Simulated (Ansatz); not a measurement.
**MoSe$_{2}$: single-point calculation (part 1 of 2)**

The run: single-point calculation of MoSe$_{2}$ (6 atoms in the cell). Method and program: DFT PBEsol+U+J, scalar-relativistic, plane waves, PAW, U = 7 eV, J = 0.5 eV on Mo atom 1 d; U = 7 eV, J = 0.5 eV on Mo atom 2 d, spin-polarised (Ansatz 0.2.0).

The structure derives from an entry of the Crystallography Open Database. It belongs to a series of runs on one base structure; here: from atoms, default search. Figures and captions count atoms from 1; the log counts them from 0 in places.

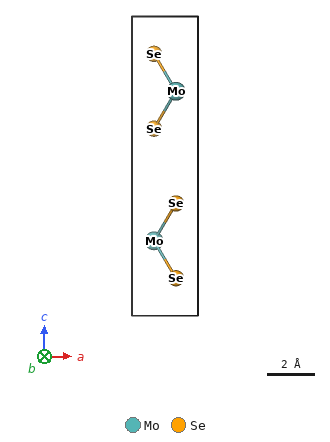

Fig. 1: The structure as given in the input (ball-and-stick view of the cell of the calculation, along the b axis).

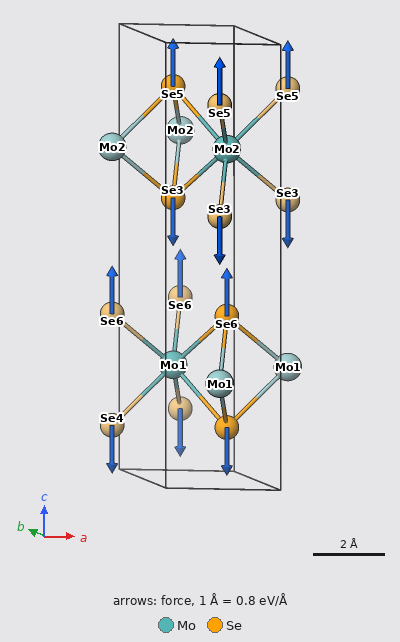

Fig. 2: Forces on the atoms as blue arrows (ball-and-stick view of the cell of the calculation, seen slightly off an axis; neighbours outside the cell are drawn fainter; atoms are numbered from 1 in the order of the input). The largest act on all 4 Se atoms (1.13 eV/Å). The geometry is not a stationary point of this energy.

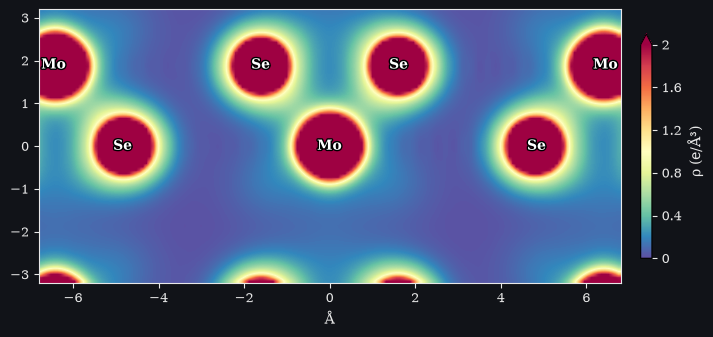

Fig. 3: Valence charge density (pseudo) on the (110) plane of the conventional cell. Atoms in the plane: Mo and Se. Mo–Se (2.49 Å): ρ is about 0.56 e/Å³ halfway. Away from the nuclei the density in this plane falls to 0.02 e/Å³ at its lowest. The fields are those of the smooth PAW valence density.

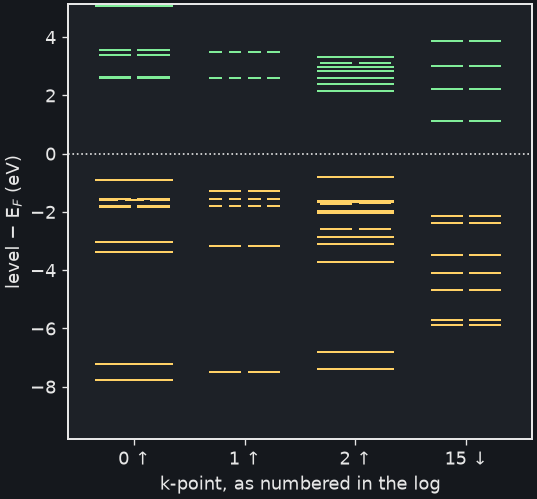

Fig. 4: Kohn–Sham levels near the Fermi level (dotted) at the few k-points that the log prints; levels within 0.02 eV of each other stand side by side. The system is metallic on the full mesh.

The input that produced these results follows, with the program's output.

**Input file**
```yaml
crystal:
  lattice:
    - [3.28799957, 0.0, 0.0]
    - [-1.64399979, 2.84749116, 0.0]
    - [0.0, 0.0, 12.90000092]
  atoms:
    - { symbol: Mo, position: [0.3333333333, 0.6666666667, 0.25], spin: 2.0 }
    - { symbol: Mo, position: [0.6666666667, 0.3333333333, 0.75], spin: 2.0 }
    - { symbol: Se, position: [0.3333333333, 0.6666666667, 0.625] }
    - { symbol: Se, position: [0.6666666667, 0.3333333333, 0.125] }
    - { symbol: Se, position: [0.3333333333, 0.6666666667, 0.875] }
    - { symbol: Se, position: [0.6666666667, 0.3333333333, 0.375] }
basis:
  ecutwfc: 420
  ecutrho_ratio: 4
kpoints:
  mp_grid: { grid: [7, 7, 2] }
hamiltonian:
  xc: pbesol
  hubbard:
    sites:
      - { site: 0, l: d, u: 7.0, j: 0.5 }
      - { site: 1, l: d, u: 7.0, j: 0.5 }
scf:
  occupations: { method: gaussian, width: 0.05 }
output:
  forces: true
  stress: true
  eigenvalues: true
  populations: true
  hubbard: { sites: [{ site: 0, l: d }, { site: 1, l: d }] }
  write_density: true
  write_potential: true
  elf: true
  volumetric_format: npy
magnetization:
  spin_polarized: true
```

Command:
```bash
ansatz run input.yaml --threads 4 --pin off --max-ram 6144MiB --backend cpu --events-out ev --progress --plain --runs-dir out
```

**Output**
```
Mo: projections on atomic orbitals take those of the free atom [Ar 3d10] 4s2 4p6 4d5 5s1, of charge +0.00 (hamiltonian.pseudopotentials.projection_atoms); the dataset's partial waves leave at most 6.0e-6 of an orbital's norm unspanned inside its sphere
Se: projections on atomic orbitals take those of the free atom [Ar] 3d10 4s2 4p4, of charge +0.00 (hamiltonian.pseudopotentials.projection_atoms); the dataset's partial waves leave at most 2.3e-6 of an orbital's norm unspanned inside its sphere
Engine: ansatz 0.2.0, aarch64-unknown-linux-gnu
Pseudopotentials: kind: paw
Pseudopotential: Mo, paw, valence charge 14, recommended cutoff 420 eV (normal), Mo.paw.azcp
Pseudopotential: Se, paw, valence charge 16, recommended cutoff 420 eV (normal), Se.paw.azcp
Functional definition: PBEsol
  exchange = pbesol_x
  correlation = pbesol_c
Crystal: 6 atoms, lattice volume = 120.777 Å³
Basis set: ecut = 420 eV, 2395 PW (Γ), exchange–correlation on 48×48×180 points (8 copies of the dense FFT grid, shifted against one another)
Bands: 58, of which v1, the nominal top of the filled ones, is band 46 counted from 1 (45 counted from 0)
Symmetry: 24 space group operations
Space group: P63/mmc (ITA 194), of the structure as read, at distance tolerance 4.9e-5 Å
Magnetic group: BNS 194.263 (UNI 1493), of the structure as read, at distance tolerance 4.9e-5 Å
k-points: 16 of 98
Non-local potential: Mo, projectors of the file, l = 0: 3, l = 1: 2, l = 2: 2, l = 3: 1
Non-local potential: Se, projectors of the file, l = 0: 2, l = 1: 2, l = 2: 3, l = 3: 1
PAW form: soft (Blöchl's): semilocal exchange-correlation on the pseudo side does not see the compensation charge
PAW frozen core: Mo, regenerated for the run's functional, and the local potential with it (the file was generated under x = pbe(κ = 0.804, μ = 0.2195149727645171), c = pbe(β = 0.06672455060314922))
PAW frozen core: Se, regenerated for the run's functional, and the local potential with it (the file was generated under x = pbe(κ = 0.804, μ = 0.2195149727645171), c = pbe(β = 0.06672455060314922))
PAW one-centre angular grid: Mo, 590 points (default); XC on 64 Gauss nodes
PAW one-centre angular grid: Se, 590 points (default); XC on 64 Gauss nodes
Initial density: superposition of atomic densities (chi_scale 0.1, normalization cell)
Starting moments: Σ|m| = 4 μB on 2 of 6 sites
Initial wavefunctions: pseudopotential atomic-orbital guess
Functional: x = pbesol(κ = 0.804, μ = 0.12345679012345678), c = pbesol(β = 0.046)
SCF iter   1: F=—  HF=-31480.001395 eV  |F-HF|=—  |Δ(HF+E_count)|=         —  Δρ=5.20e-2 (↑5.20e-2 ↓3.25e-2)  dr2=6.11e0  dr2_m=1.05e0  M=1.762 μB ∫|m|=4.016 μB  β_m=0.30  ethr=3.10e-3  ⟨swp⟩=6.3  Hψ=6639  notcnv=0  defer=1
preconditioner: auto → Kerker (q_TF=auto, 2.607 Å⁻¹)  [metal: Δε(μ)=0.030 eV  Ē_g=10.144 eV  σ=0.050 eV  W_gap=0.32  n_scr=40 (ndim 8)  ℏωp=20.3 eV  f_vac=0.027  D(μ)=6.58/eV (n_scr^D=66)]
spin=Collinear: Kerker preconditioning applied to the charge; magnetization (m = ρ↑ − ρ↓) channel mixes plain (no charge-response kernel on spin).
SCF iter   2: F=—  HF=-31479.377796 eV  |F-HF|=—  |Δ(HF+E_count)|=   6.24e-1  Δρ=3.32e-2 (↑3.32e-2 ↓2.37e-2)  dr2=2.08e0  dr2_m=5.23e-1  M=1.643 μB ∫|m|=4.055 μB  β_m=0.30  ethr=3.10e-3  ⟨swp⟩=2.0  Hψ=2414  notcnv=0  defer=128
SCF iter   3: F=—  HF=-31479.145552 eV  |F-HF|=—  |Δ(HF+E_count)|=   2.32e-1  Δρ=1.87e-2 (↑1.51e-2 ↓1.87e-2)  dr2=7.94e-1  dr2_m=2.57e-1  M=1.471 μB ∫|m|=4.117 μB  β_m=0.30  ethr=2.26e-3  ⟨swp⟩=2.0  Hψ=2517  notcnv=0  defer=138
SCF iter   4: F=—  HF=-31479.355980 eV  |F-HF|=—  |Δ(HF+E_count)|=   2.10e-1  Δρ=2.14e-2 (↑2.14e-2 ↓1.06e-2)  dr2=8.33e-1  dr2_m=1.93e-1  M=1.345 μB ∫|m|=3.818 μB  β_m=0.30  ethr=8.63e-4  ⟨swp⟩=3.2  Hψ=3393  notcnv=0  defer=138
SCF iter   5: F=—  HF=-31479.273180 eV  |F-HF|=—  |Δ(HF+E_count)|=   8.28e-2  Δρ=1.04e-2 (↑8.66e-3 ↓1.04e-2)  dr2=1.13e-1  dr2_m=9.08e-2  M=1.265 μB ∫|m|=3.839 μB  β_m=0.30  ethr=8.63e-4  ⟨swp⟩=2.2  Hψ=2744  notcnv=0  defer=136
SCF iter   6: F=—  HF=-31479.343774 eV  |F-HF|=—  |Δ(HF+E_count)|=   7.06e-2  Δρ=8.91e-3 (↑8.91e-3 ↓6.49e-3)  dr2=2.36e-2  dr2_m=6.36e-2  M=1.224 μB ∫|m|=3.660 μB  β_m=0.30  ethr=1.23e-4  ⟨swp⟩=3.0  Hψ=3699  notcnv=0  defer=136
SCF iter   7: F=—  HF=-31479.387834 eV  |F-HF|=—  |Δ(HF+E_count)|=   4.41e-2  Δρ=5.98e-3 (↑5.95e-3 ↓5.98e-3)  dr2=1.33e-3  dr2_m=3.90e-2  M=1.200 μB ∫|m|=3.558 μB  β_m=0.30  ethr=2.57e-5  ⟨swp⟩=2.0  Hψ=2472  notcnv=0  defer=136
SCF iter   8: F=—  HF=-31479.421672 eV  |F-HF|=—  |Δ(HF+E_count)|=   3.38e-2  Δρ=5.14e-3 (↑5.06e-3 ↓5.14e-3)  dr2=5.32e-4  dr2_m=2.86e-2  M=1.152 μB ∫|m|=3.438 μB  β_m=0.30  ethr=1.45e-6  ⟨swp⟩=2.1  Hψ=3265  notcnv=0  defer=136
SCF iter   9: F=—  HF=-31479.450382 eV  |F-HF|=—  |Δ(HF+E_count)|=   2.87e-2  Δρ=4.58e-3 (↑4.52e-3 ↓4.58e-3)  dr2=1.10e-4  dr2_m=2.29e-2  M=1.098 μB ∫|m|=3.316 μB  β_m=0.30  ethr=5.78e-7  ⟨swp⟩=2.2  Hψ=3231  notcnv=0  defer=136
SCF iter  10: F=—  HF=-31479.473922 eV  |F-HF|=—  |Δ(HF+E_count)|=   2.35e-2  Δρ=4.33e-3 (↑4.33e-3 ↓4.33e-3)  dr2=3.13e-4  dr2_m=2.07e-2  M=1.027 μB ∫|m|=3.188 μB  β_m=0.30  ethr=1.20e-7  ⟨swp⟩=3.1  Hψ=3626  notcnv=0  defer=136
SCF iter  11: F=—  HF=-31479.496065 eV  |F-HF|=—  |Δ(HF+E_count)|=   2.21e-2  Δρ=4.08e-3 (↑4.08e-3 ↓4.07e-3)  dr2=4.12e-4  dr2_m=1.83e-2  M=0.983 μB ∫|m|=3.065 μB  β_m=0.30  ethr=1.20e-7  ⟨swp⟩=2.8  Hψ=3258  notcnv=0  defer=136
SCF iter  12: F=—  HF=-31479.516116 eV  |F-HF|=—  |Δ(HF+E_count)|=   2.01e-2  Δρ=3.71e-3 (↑3.71e-3 ↓3.70e-3)  dr2=6.68e-4  dr2_m=1.51e-2  M=0.977 μB ∫|m|=2.954 μB  β_m=0.30  ethr=1.20e-7  ⟨swp⟩=2.8  Hψ=3375  notcnv=0  defer=136
SCF iter  13: F=—  HF=-31479.534465 eV  |F-HF|=—  |Δ(HF+E_count)|=   1.83e-2  Δρ=3.81e-3 (↑3.81e-3 ↓3.71e-3)  dr2=9.14e-4  dr2_m=1.55e-2  M=0.930 μB ∫|m|=2.826 μB  β_m=0.30  ethr=1.20e-7  ⟨swp⟩=2.7  Hψ=3398  notcnv=0  defer=136
SCF iter  14: F=—  HF=-31479.556023 eV  |F-HF|=—  |Δ(HF+E_count)|=   2.16e-2  Δρ=4.65e-3 (↑4.65e-3 ↓4.47e-3)  dr2=2.57e-3  dr2_m=2.24e-2  M=0.799 μB ∫|m|=2.652 μB  β_m=0.30  ethr=1.20e-7  ⟨swp⟩=2.8  Hψ=3437  notcnv=0  defer=138
SCF iter  15: F=—  HF=-31479.590139 eV  |F-HF|=—  |Δ(HF+E_count)|=   3.41e-2  Δρ=5.88e-3 (↑5.88e-3 ↓5.56e-3)  dr2=6.21e-3  dr2_m=3.47e-2  M=0.621 μB ∫|m|=2.439 μB  β_m=0.30  ethr=1.20e-7  ⟨swp⟩=3.0  Hψ=3540  notcnv=0  defer=138
SCF iter  16: F=—  HF=-31479.640882 eV  |F-HF|=—  |Δ(HF+E_count)|=   5.07e-2  Δρ=6.71e-3 (↑6.71e-3 ↓5.72e-3)  dr2=1.06e-2  dr2_m=3.99e-2  M=0.507 μB ∫|m|=2.234 μB  β_m=0.30  ethr=1.20e-7  ⟨swp⟩=3.1  Hψ=3652  notcnv=0  defer=136
SCF iter  17: F=—  HF=-31479.692613 eV  |F-HF|=—  |Δ(HF+E_count)|=   5.17e-2  Δρ=6.36e-3 (↑6.36e-3 ↓5.19e-3)  dr2=1.28e-2  dr2_m=3.38e-2  M=0.490 μB ∫|m|=2.070 μB  β_m=0.30  ethr=1.20e-7  ⟨swp⟩=3.0  Hψ=3648  notcnv=0  defer=133
SCF iter  18: F=—  HF=-31479.737142 eV  |F-HF|=—  |Δ(HF+E_count)|=   4.45e-2  Δρ=6.11e-3 (↑6.11e-3 ↓4.65e-3)  dr2=1.94e-2  dr2_m=2.82e-2  M=0.490 μB ∫|m|=1.922 μB  β_m=0.30  ethr=1.20e-7  ⟨swp⟩=3.0  Hψ=3598  notcnv=0  defer=133
SCF iter  19: F=—  HF=-31479.774482 eV  |F-HF|=—  |Δ(HF+E_count)|=   3.73e-2  Δρ=5.81e-3 (↑5.81e-3 ↓4.31e-3)  dr2=2.29e-2  dr2_m=2.41e-2  M=0.486 μB ∫|m|=1.786 μB  β_m=0.30  ethr=1.20e-7  ⟨swp⟩=3.0  Hψ=3569  notcnv=0  defer=133
SCF iter  20: F=—  HF=-31479.808321 eV  |F-HF|=—  |Δ(HF+E_count)|=   3.38e-2  Δρ=5.85e-3 (↑5.85e-3 ↓3.97e-3)  dr2=3.30e-2  dr2_m=2.16e-2  M=0.470 μB ∫|m|=1.655 μB  β_m=0.30  ethr=1.20e-7  ⟨swp⟩=3.0  Hψ=3593  notcnv=0  defer=131
Mixer restart at iter 20: flushing history
spin-set hold released at iteration 20 (site moments' squared step at or under half its running peak, from the soft ceiling on): the magnetisation degrees of freedom join the quasi-Newton model from the next iteration; the mixer history was flushed
SCF iter  21: F=—  HF=-31479.832885 eV  |F-HF|=—  |Δ(HF+E_count)|=   2.46e-2  Δρ=4.81e-3 (↑4.81e-3 ↓3.97e-3)  dr2=9.67e-3  dr2_m=1.93e-2  M=0.452 μB ∫|m|=1.535 μB  β_m=0.55  ethr=1.20e-7  ⟨swp⟩=3.0  Hψ=3844  notcnv=0  defer=131
SCF iter  22: F=—  HF=-31479.923494 eV  |F-HF|=—  |Δ(HF+E_count)|=   9.06e-2  Δρ=3.40e-3 (↑3.40e-3 ↓3.19e-3)  dr2=3.39e-4  dr2_m=1.19e-2  M=0.427 μB ∫|m|=1.156 μB  β_m=0.25  ethr=1.20e-7  ⟨swp⟩=3.7  Hψ=4430  notcnv=0  defer=131
SCF iter  23: F=—  HF=-31479.978071 eV  |F-HF|=—  |Δ(HF+E_count)|=   5.46e-2  Δρ=3.22e-3 (↑3.22e-3 ↓2.70e-3)  dr2=1.59e-3  dr2_m=9.62e-3  M=0.372 μB ∫|m|=1.015 μB  β_m=0.31  ethr=1.20e-7  ⟨swp⟩=3.1  Hψ=4181  notcnv=0  defer=133
SCF iter  24: F=—  HF=-31480.070371 eV  |F-HF|=—  |Δ(HF+E_count)|=   9.23e-2  Δρ=4.01e-3 (↑4.01e-3 ↓2.97e-3)  dr2=1.29e-2  dr2_m=1.25e-2  M=0.102 μB ∫|m|=1.186 μB  β_m=0.57  ethr=1.20e-7  ⟨swp⟩=3.8  Hψ=4635  notcnv=0  defer=133
SCF iter  25: F=—  HF=-31480.205262 eV  |F-HF|=—  |Δ(HF+E_count)|=   1.35e-1  Δρ=2.31e-3 (↑2.10e-3 ↓2.31e-3)  dr2=1.58e-2  dr2_m=3.72e-3  M=-0.000 μB ∫|m|=2.092 μB  β_m=0.98  ethr=1.20e-7  ⟨swp⟩=4.4  Hψ=5612  notcnv=0  defer=137
SCF iter  26: F=—  HF=-31480.276928 eV  |F-HF|=—  |Δ(HF+E_count)|=   7.17e-2  Δρ=2.20e-3 (↑1.19e-3 ↓2.20e-3)  dr2=1.19e-2  dr2_m=7.74e-4  M=-0.000 μB ∫|m|=2.949 μB  β_m=0.99  ethr=1.20e-7  ⟨swp⟩=4.4  Hψ=5608  notcnv=0  defer=130
SCF iter  27: F=—  HF=-31480.277270 eV  |F-HF|=—  |Δ(HF+E_count)|=   3.42e-4  Δρ=2.50e-3 (↑2.50e-3 ↓1.81e-3)  dr2=4.34e-3  dr2_m=3.87e-3  M=-0.000 μB ∫|m|=3.172 μB  β_m=0.99  ethr=1.20e-7  ⟨swp⟩=3.5  Hψ=4538  notcnv=0  defer=135
SCF iter  28: F=—  HF=-31480.275845 eV  |F-HF|=—  |Δ(HF+E_count)|=   1.42e-3  Δρ=1.58e-3 (↑5.98e-4 ↓1.58e-3)  dr2=1.43e-3  dr2_m=1.20e-3  M=-0.000 μB ∫|m|=2.713 μB  β_m=0.43  ethr=1.20e-7  ⟨swp⟩=4.2  Hψ=4867  notcnv=0  defer=135
SCF iter  29: F=—  HF=-31480.287379 eV  |F-HF|=—  |Δ(HF+E_count)|=   1.15e-2  Δρ=1.48e-3 (↑1.48e-3 ↓1.13e-3)  dr2=1.68e-3  dr2_m=1.65e-3  M=-0.000 μB ∫|m|=3.010 μB  β_m=1.00  ethr=1.20e-7  ⟨swp⟩=3.4  Hψ=4376  notcnv=0  defer=136
SCF iter  30: F=—  HF=-31480.286036 eV  |F-HF|=—  |Δ(HF+E_count)|=   1.34e-3  Δρ=1.36e-3 (↑1.36e-3 ↓9.84e-4)  dr2=8.48e-4  dr2_m=1.36e-3  M=-0.000 μB ∫|m|=3.081 μB  β_m=1.00  ethr=1.20e-7  ⟨swp⟩=2.6  Hψ=3414  notcnv=0  defer=136
SCF iter  31: F=—  HF=-31480.290041 eV  |F-HF|=—  |Δ(HF+E_count)|=   4.00e-3  Δρ=7.95e-4 (↑7.95e-4 ↓6.36e-4)  dr2=6.88e-4  dr2_m=4.42e-4  M=-0.000 μB ∫|m|=2.997 μB  β_m=1.00  ethr=1.20e-7  ⟨swp⟩=2.8  Hψ=3425  notcnv=0  defer=136
SCF iter  32: F=—  HF=-31480.287189 eV  |F-HF|=—  |Δ(HF+E_count)|=   2.85e-3  Δρ=8.78e-4 (↑4.05e-4 ↓8.78e-4)  dr2=3.79e-4  dr2_m=4.07e-4  M=-0.000 μB ∫|m|=2.793 μB  β_m=1.00  ethr=1.20e-7  ⟨swp⟩=3.0  Hψ=3757  notcnv=0  defer=136
SCF iter  33: F=—  HF=-31480.291266 eV  |F-HF|=—  |Δ(HF+E_count)|=   4.08e-3  Δρ=4.99e-4 (↑1.14e-4 ↓4.99e-4)  dr2=2.49e-4  dr2_m=8.14e-5  M=-0.000 μB ∫|m|=2.872 μB  β_m=1.00  ethr=1.20e-7  ⟨swp⟩=2.9  Hψ=3488  notcnv=0  defer=130
SCF iter  34: F=—  HF=-31480.292570 eV  |F-HF|=—  |Δ(HF+E_count)|=   1.30e-3  Δρ=5.06e-5 (↑5.06e-5 ↓5.02e-5)  dr2=1.89e-5  dr2_m=1.48e-6  M=-0.000 μB ∫|m|=2.925 μB  β_m=1.00  ethr=1.20e-7  ⟨swp⟩=2.7  Hψ=3401  notcnv=0  defer=130
SCF iter  35: F=—  HF=-31480.292582 eV  |F-HF|=—  |Δ(HF+E_count)|=   1.22e-5  Δρ=2.43e-5 (↑2.43e-5 ↓2.12e-5)  dr2=1.40e-6  dr2_m=3.94e-7  M=-0.000 μB ∫|m|=2.923 μB  β_m=1.00  ethr=2.05e-8  ⟨swp⟩=2.0  Hψ=2215  notcnv=0  defer=130
SCF iter  36: F=—  HF=-31480.292586 eV  |F-HF|=—  |Δ(HF+E_count)|=   4.22e-6  Δρ=9.49e-6 (↑8.06e-6 ↓9.49e-6)  dr2=1.48e-7  dr2_m=6.26e-8  M=-0.000 μB ∫|m|=2.927 μB  β_m=1.00  ethr=1.52e-9  ⟨swp⟩=2.0  Hψ=3140  notcnv=0  defer=130
iter 37 did not close the SCF: its close was put off for a magnetic moment that had not settled (scf_convergence_deferred on its scf_iter line)
SCF iter  37: F=-31480.292587 eV  HF=-31480.292587 eV  |F-HF|=1.40e-8  |Δ(HF+E_count)|=   5.67e-7  Δρ=2.87e-6 (↑2.67e-6 ↓2.87e-6)  dr2=2.05e-8  dr2_m=5.88e-9  M=-0.000 μB ∫|m|=2.928 μB  β_m=1.00  ethr=1.09e-10  ⟨swp⟩=15.0  Hψ=12811  notcnv=0
SCF iter  38: F=-31480.292587 eV  HF=-31480.292587 eV  |F-HF|=6.26e-10  |Δ(HF+E_count)|=   4.67e-8  Δρ=1.22e-6 (↑1.22e-6 ↓9.50e-7)  dr2=7.26e-9  dr2_m=8.45e-10  M=-0.000 μB ∫|m|=2.928 μB  ethr=2.23e-11  ⟨swp⟩=5.2  Hψ=10127  notcnv=0
SCF 1 converged in 38 iterations: F = -31480.292587 eV  dr2 = 7.26e-9
  greatest PAW one-centre occupation: 1.000 electrons in one spin orbital (limit 2), on the Se atom at site 4 (counted from 0), in its partial waves of l = 2
Symmetry: 8 space group operations
k-points: 32 of 98
Initial density: read from a saved state, or passed on in memory by an earlier SCF of this step, an earlier step, the calling program or the single point that the run made first
Starting moments: Σ|m| = 4 μB on 2 of 6 sites; this step starts from the density that it was given
```
